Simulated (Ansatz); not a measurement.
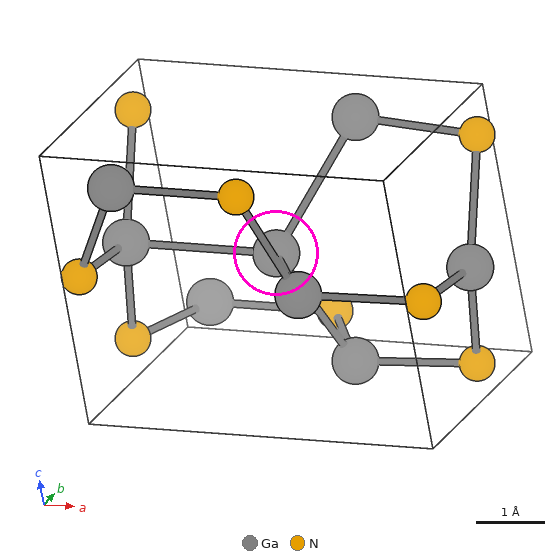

Shown here is a ball-and-stick view of the crystal, taken slightly off an axis. The supercell is drawn as a box. The host is GaN, in a cell of 12 sites, and the cell is neutral. A ring marks the defect's site.

**Find the defect and describe its site.**

Gallium on a nitrogen site (an antisite). It is bonded to four Ga in a tetrahedral arrangement at about 2.3 Å.

The atoms were relaxed in the host's cell with DFT PBE, scalar-relativistic, plane waves, PAW in Ansatz.
